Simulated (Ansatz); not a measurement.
## Run report: Cu, geometry relaxation (part 1 of 3)

The run: geometry relaxation of Cu (slab, 16 atoms in the cell). Method and program: DFT PBE+D3(BJ), scalar-relativistic, plane waves, PAW, no spin polarisation (Ansatz 0.2.0).

The structure derives from an entry of the Crystallography Open Database. The input holds or restrains some coordinates. Forces given for the steps count only the free coordinates. It belongs to a series of runs on one base structure; here: clean slab, lower planes held. Figures and captions count atoms from 1; the log counts them from 0 in places.

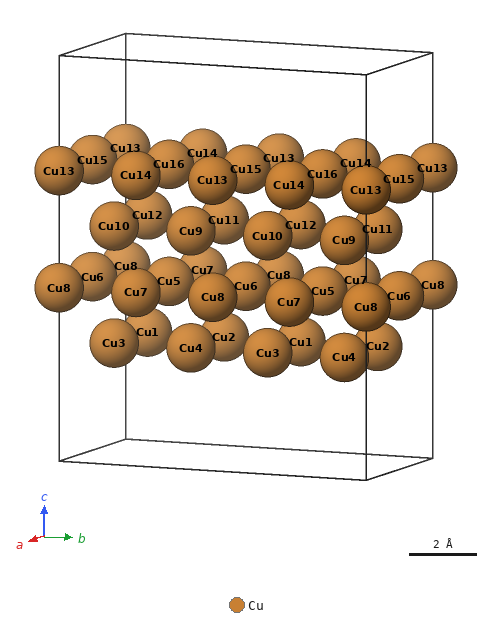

**Figure 1.** The starting structure (spheres-only view of the 1 × 2 repeat of the cell, with the vacuum cut short, seen slightly off an axis; atoms are numbered from 1 in the order of the input). An atom can appear more than once, as a periodic image.

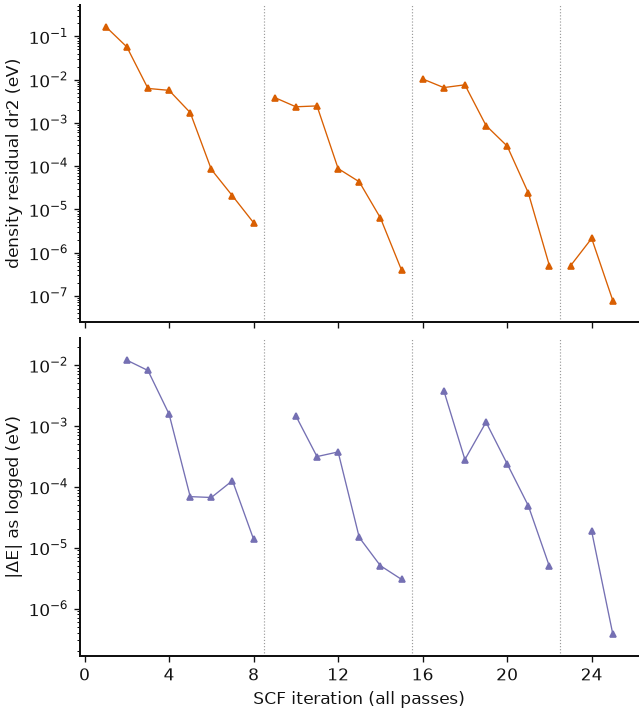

**Figure 2.** Convergence of the self-consistent field: density residual dr2 and size of the energy change against the SCF iteration. The dotted lines part the SCF passes of the relaxation: geometry steps, rejected trials and re-solves on a re-selected basis. The passes take 8, 7, 7 and 3 iterations.

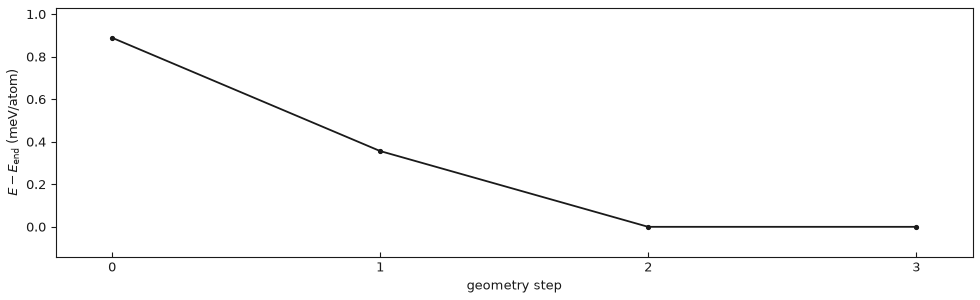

**Figure 3.** Progress of the restrained relaxation, step by step (the first geometry is step 0 here and step 1 in the log).

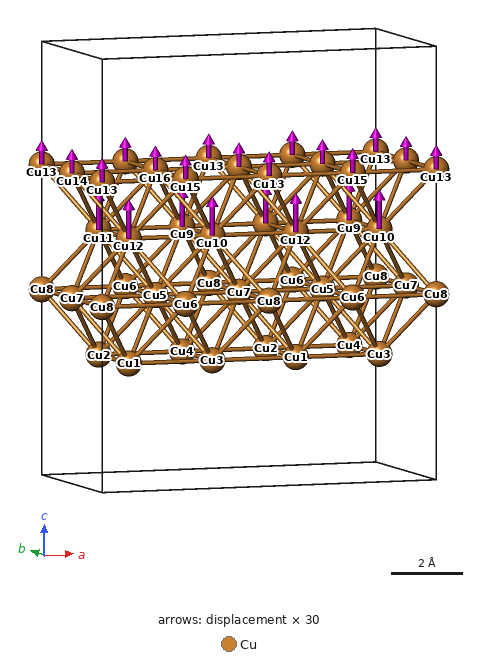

**Figure 4.** The starting structure with the displacements as pink arrows, magnified 30 times (ball-and-stick view of the 2 × 1 repeat of the cell, with the vacuum cut short, seen slightly off an axis). The largest moves, 0.038 Å, are those of Cu9, Cu10, Cu11 and Cu12. The cell stays as it was. Distances before and after: Cu5–Cu10 2.520 → 2.546 Å, Cu10–Cu13 2.520 → 2.510 Å. Over 3 geometry steps the energy falls by 0.9 meV per atom. The largest force component goes from 0.22 to 0.0021 eV/Å. (Atoms are counted from 1 in the order of the input.)

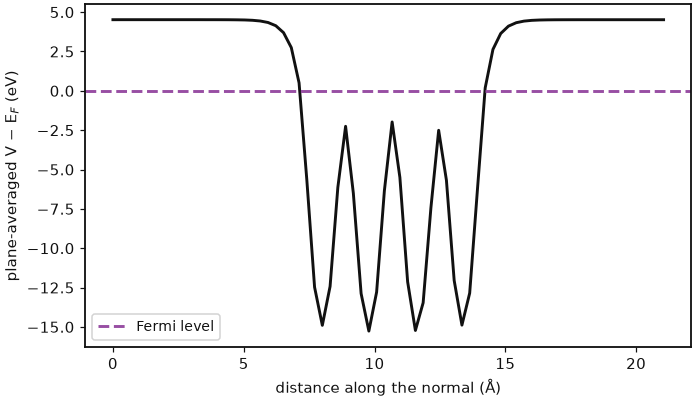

**Figure 5.** Plane average of the electrostatic potential energy of an electron across the cell, from the Fermi level. The vacuum level lies 4.52 eV above the Fermi level.

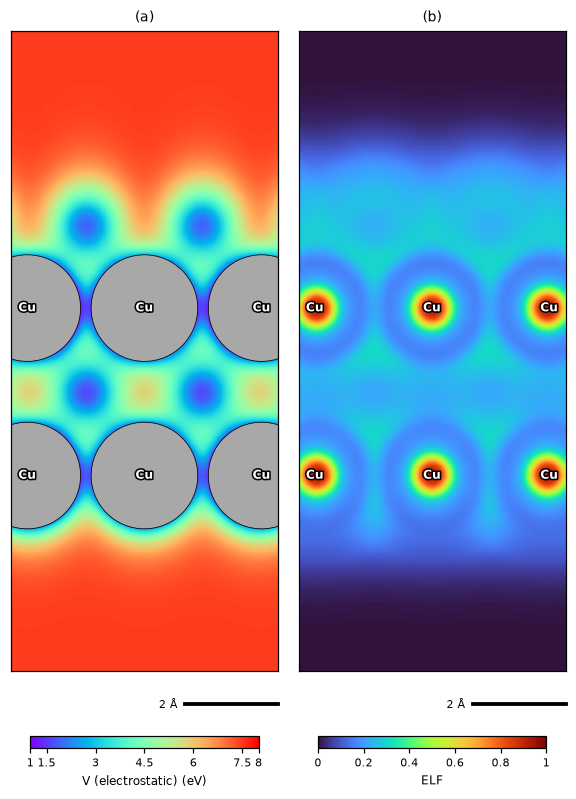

**Figure 6.** (a) electrostatic potential (local pseudopotential plus Hartree) felt by an electron; (b) ELF on the (100) plane of the calculation cell, a cut from vacuum to vacuum. Grey discs, where drawn, cover atomic cores. Cu–Cu (2.52 Å): the ELF is about 0.25 at the midpoint (no shared electron pair). The strong features right at Cu lie inside the PAW spheres (semicore, d or f shells) and say nothing about bonding. Core electrons are frozen (PAW), so the fields are smoothed inside the atomic spheres.

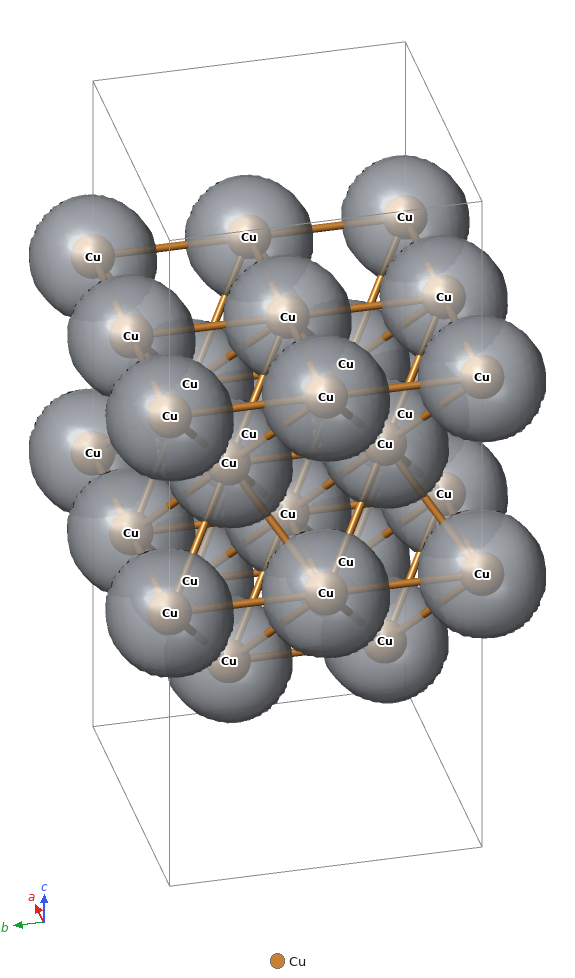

**Figure 7.** Isosurface of the valence pseudo-density at 0.4 e/Å³ (grey), seen at an oblique angle. Sticks mark near contacts. At this value the density breaks into separate islands; it holds about 90 % of the electrons treated as valence (semicore included). It is pinched off along the Cu–Cu (2.51 Å) contacts. On the grid the lowest density along these lines, outside the cores, is 0.29 e/Å³ (Cu–Cu, 2.51 Å).

The input that produced these results follows, with the program's output.

The input
```yaml
crystal:
  lattice:
    - [5.0393684366, 0.0, 0.0]
    - [0.0, 5.0393684366, 0.0]
    - [0.0, 0.0, 21.3450573916]
  atoms:
    - { symbol: Cu, position: [0.25, 0.25, 0.3747940262] }
    - { symbol: Cu, position: [0.25, 0.75, 0.3747940262] }
    - { symbol: Cu, position: [0.75, 0.25, 0.3747940262] }
    - { symbol: Cu, position: [0.75, 0.75, 0.3747940262] }
    - { symbol: Cu, position: [0.5, 0.5, 0.4582646754] }
    - { symbol: Cu, position: [0.5, 0.0, 0.4582646754] }
    - { symbol: Cu, position: [0.0, 0.5, 0.4582646754] }
    - { symbol: Cu, position: [0.0, 0.0, 0.4582646754] }
    - { symbol: Cu, position: [0.75, 0.75, 0.5417353246] }
    - { symbol: Cu, position: [0.75, 0.25, 0.5417353246] }
    - { symbol: Cu, position: [0.25, 0.75, 0.5417353246] }
    - { symbol: Cu, position: [0.25, 0.25, 0.5417353246] }
    - { symbol: Cu, position: [0.0, 0.0, 0.6252059738] }
    - { symbol: Cu, position: [0.0, 0.5, 0.6252059738] }
    - { symbol: Cu, position: [0.5, 0.0, 0.6252059738] }
    - { symbol: Cu, position: [0.5, 0.5, 0.6252059738] }
basis:
  ecutwfc: 420
kpoints:
  mp_grid: { grid: [4, 4, 1] }
hamiltonian:
  xc: pbe
  dispersion: d3bj
scf:
  occupations: { method: gaussian, width: 0.1 }
output:
  forces: true
  eigenvalues: true
  write_density: true
  write_potential: true
  elf: true
  volumetric_format: npy
relax:
  adjacent_minimum: "off"
  f_tol: 0.03
  max_steps: 70
  constraints: [{ sites: [0, 1, 2, 3, 4, 5, 6, 7] }]
efield:
  axis: 3
  dipole_correction: true
  ramp_width: 0.04
```

Launch command:
```bash
ansatz run input.yaml --threads 8 --pin off --max-ram 20480MiB --backend cpu --events-out ev --progress --plain --runs-dir out
```

What the program printed
```
Engine: ansatz 0.2.0, aarch64-unknown-linux-gnu
Pseudopotentials: kind: paw
Pseudopotential: Cu, paw, valence charge 19, recommended cutoff 420 eV (normal), Cu.paw.azcp
Functional definition: PBE
  parameter kappa = 0.804
  parameter beta = 0.06672455060314922
  exchange = pbe_x(kappa = kappa, mu = beta*pi^2/3)
  correlation = pbe_c(beta = beta)
Crystal: 16 atoms, lattice volume = 542.063 Å³
Basis set: ecut = 420 eV, 10651 PW (Γ), exchange–correlation on 72×72×288 points (8 copies of the dense FFT grid, shifted against one another)
Bands: 183, of which v1, the nominal top of the filled ones, is band 152 counted from 1 (151 counted from 0)
Symmetry: 32 space group operations
k-points: 6 of 16
Non-local potential: Cu, projectors of the file, l = 0: 3, l = 1: 2, l = 2: 3, l = 3: 1
PAW form: soft (Blöchl's): semilocal exchange-correlation on the pseudo side does not see the compensation charge
PAW one-centre angular grid: Cu, 590 points (default); XC on 64 Gauss nodes
Initial density: superposition of atomic densities (neutral atoms: chi_scale 0, normalization atom), corrected by the library's trained network
Initial wavefunctions: pseudopotential atomic-orbital guess
Functional: x = pbe(κ = 0.804, μ = 0.2195149727645171), c = pbe(β = 0.06672455060314922)
SCF iter   1: F=—  HF=-106004.439132 eV  |F-HF|=—  |Δ(HF+E_count)|=         —  Δρ=2.39e-3  dr2=1.69e-1  ethr=1.77e-3  p=0.000 e·Å  D=7.85e-14 V/Å  ΔV_dip=-0.00 eV  dr2_dipole=1.11e-7  V_vac-E_F(+/−)=4.45/4.45 eV  ⟨swp⟩=7.3  Hψ=4530  notcnv=0  defer=55
efield: sawtooth ramp at fractional position 0.9800 (placed from the atoms, in the widest stretch of the axis that holds none; the zero of the levels goes with the place), width 0.0400; the density the first Hamiltonian is built on has a dipole p = 0.000 e·Å; the dipole correction subtracts the counter field D = 7.85e-14 V/Å, which shifts the + side's vacuum level by -0.00 eV against the − side's; the planar-averaged density in the ramp window peaks in size at 5.6e-5 e/Å³
preconditioner: auto → LDOS  [metal: Δε(μ)=0.070 eV  Ē_g=8.159 eV  σ=0.100 eV  W_gap=0.38  n_scr=120 (ndim 8)  ℏωp=21.2 eV  f_vac=0.609  D(μ)=9.66/eV (n_scr^D=60)  β→1.0]
SCF iter   2: F=—  HF=-106004.451110 eV  |F-HF|=—  |Δ(HF+E_count)|=   1.20e-2  Δρ=4.01e-3  dr2=5.73e-2  ethr=5.57e-5  p=-0.000 e·Å  D=-7.27e-5 V/Å  ΔV_dip=0.00 eV  dr2_dipole=2.18e-6  V_vac-E_F(+/−)=4.51/4.51 eV  ⟨swp⟩=2.0  Hψ=1788  notcnv=0  defer=116
SCF iter   3: F=—  HF=-106004.442992 eV  |F-HF|=—  |Δ(HF+E_count)|=   8.12e-3  Δρ=8.78e-4  dr2=6.27e-3  ethr=1.89e-5  p=0.000 e·Å  D=2.39e-5 V/Å  ΔV_dip=-0.00 eV  dr2_dipole=2.39e-7  V_vac-E_F(+/−)=4.49/4.49 eV  ⟨swp⟩=2.0  Hψ=1464  notcnv=0  defer=116
SCF iter   4: F=—  HF=-106004.444550 eV  |F-HF|=—  |Δ(HF+E_count)|=   1.56e-3  Δρ=7.98e-4  dr2=5.66e-3  ethr=2.06e-6  p=-0.000 e·Å  D=-5.57e-5 V/Å  ΔV_dip=0.00 eV  dr2_dipole=7.85e-6  V_vac-E_F(+/−)=4.50/4.50 eV  ⟨swp⟩=2.7  Hψ=1496  notcnv=0  defer=116
SCF iter   5: F=—  HF=-106004.444481 eV  |F-HF|=—  |Δ(HF+E_count)|=   6.88e-5  Δρ=5.16e-4  dr2=1.73e-3  ethr=1.86e-6  p=0.000 e·Å  D=4.83e-5 V/Å  ΔV_dip=-0.00 eV  dr2_dipole=7.98e-7  V_vac-E_F(+/−)=4.51/4.51 eV  ⟨swp⟩=2.0  Hψ=1441  notcnv=0  defer=116
SCF iter   6: F=—  HF=-106004.444414 eV  |F-HF|=—  |Δ(HF+E_count)|=   6.66e-5  Δρ=1.37e-4  dr2=8.37e-5  ethr=5.68e-7  p=-0.000 e·Å  D=-1.24e-5 V/Å  ΔV_dip=0.00 eV  dr2_dipole=1.03e-7  V_vac-E_F(+/−)=4.52/4.51 eV  ⟨swp⟩=2.0  Hψ=1447  notcnv=0  defer=116
SCF iter   7: F=—  HF=-106004.444540 eV  |F-HF|=—  |Δ(HF+E_count)|=   1.26e-4  Δρ=7.67e-5  dr2=2.05e-5  ethr=7.40e-9  p=0.000 e·Å  D=1.35e-5 V/Å  ΔV_dip=-0.00 eV  dr2_dipole=1.64e-9  V_vac-E_F(+/−)=4.52/4.52 eV  ⟨swp⟩=40.0  Hψ=12981  notcnv=0
SCF iter   8: F=-106004.444554 eV  HF=-106004.444554 eV  |F-HF|=1.88e-7  |Δ(HF+E_count)|=   1.37e-5  Δρ=3.63e-5  dr2=4.90e-6  ethr=6.73e-9  p=-0.000 e·Å  D=-4.38e-6 V/Å  ΔV_dip=0.00 eV  dr2_dipole=3.18e-8  V_vac-E_F(+/−)=4.52/4.52 eV  ⟨swp⟩=15.0  Hψ=9932  notcnv=0
SCF 1 converged in 8 iterations: F = -106004.444554 eV  dr2 = 4.90e-6
  greatest PAW one-centre occupation: 1.000 electrons in one spin orbital (limit 2), on the Cu atom at site 15 (counted from 0), in its partial waves of l = 0
relax step   1: F+E_penalty+E_count = -106004.44455397 eV  Δ(F+E_penalty+E_count) = +0.000e0 eV  max|allowed force component| = 2.240e-1 eV/Å  Δτ_max = 0.0000 Å  (8 SCF iters, dr2 threshold 2.25e-5 eV, accepted)
Initial density: handed on by an earlier stage of this run
Initial wavefunctions: those handed on with the density
iter 1 solved again at ethr=1.28e-6 eV; its pass at ethr=3.10e-3 eV (dr2=3.89e-3 eV) is discarded
```
